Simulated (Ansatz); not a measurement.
## Geometry relaxation of AlRu

System: AlRu (2 atoms in the cell).
Method: DFT, PBE, plane waves, PAW (Ansatz 0.2.0).

The structure derives from a Materials Project entry.

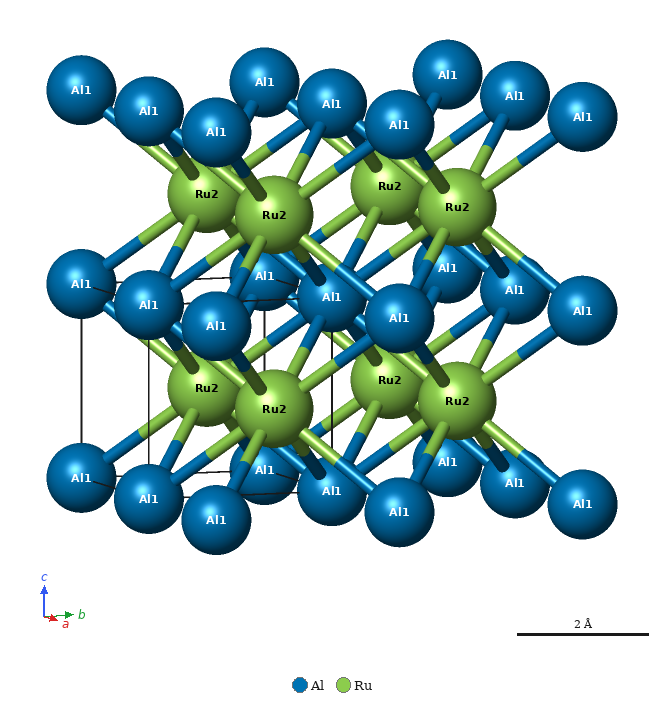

The starting structure (ball-and-stick view of the cell of the calculation, repeated 2 × 2 × 2, seen slightly off an axis; atoms are numbered from 1 in the order of the input). An atom can appear more than once, as a periodic image. Near neighbours in the periodic cell (some may lie outside the picture): Al has 8 Ru at 2.58 Å; Ru has 8 Al at 2.58 Å.

Input:
```yaml
crystal:
  lattice:
    - [2.98249544, 0.0, 0.0]
    - [0.0, 2.98249544, 0.0]
    - [0.0, 0.0, 2.98249544]
  atoms:
    - { symbol: Al, position: [0.0, 0.0, 0.0] }
    - { symbol: Ru, position: [0.5, 0.5, 0.5] }
basis:
  ecutwfc: 420
kpoints:
  mp_grid: { grid: [14, 14, 14] }
hamiltonian:
  xc: pbe
scf:
  OCCUPATIONS: { method: gaussian, width: 0.1 }
  max_iter: 100
output:
  forces: true
  eigenvalues: true
  stress: true
relax:
  adjacent_minimum: "off"
  f_tol: 0.005
  max_steps: 80
  cell: { stress_tol: 0.05 }
```

Launch command:
```bash
ansatz run input.yaml --threads 4 --pin off --max-ram 10240MiB --backend cpu --events-out ev --progress --plain --runs-dir out
```

The program's output:
```
Error: YAML parse error: error: line 16 column 3: unknown field `OCCUPATIONS`, expected one of max_iter, algorithm, n_extra_bands, self_checks, convergence, lower_state_search, omitted_lower_state_checks, lower_solution_reach, mixing, occupations, eigensolver, initial_density, exx
  --> <input>:16:3
   |
14 |   xc: pbe
15 | scf:
16 |   OCCUPATIONS: { method: gaussian, width: 0.1 }
   |   ^ unknown field `OCCUPATIONS`, expected one of max_iter, algorithm, n_extra_bands, self_checks, convergence, lower_state_search, omitted_lower_state_checks, lower_solution_reach, mixing, occupations, eigensolver, initial_density, exx
17 |   max_iter: 100
18 | output:
   |
```

What the run reported:

```json
{"quantity": "outcome", "value": "refused by the program"}
{"quantity": "space group (tolerance 0.01 Å)", "value": "Pm-3m (221)"}
{"quantity": "hardware", "value": "4 threads of Intel Xeon (Granite Rapids), 32 GiB of memory available, shared host"}
```

A setting was made wrong on purpose: a misspelt key (`scf.occupations`). The program refused the input: “YAML parse error: error: line 16 column 3: unknown field `OCCUPATIONS`, expected one of max_iter, algorithm, n_extra_bands, self_checks, convergence, lower_state_search, omitted_lower_state_checks, lower_solution_reach, mixing, occupations, eigensolver, initial_density, exx --> <input>:16:3 | 14 | xc: pbe 15 | scf: 16 …”
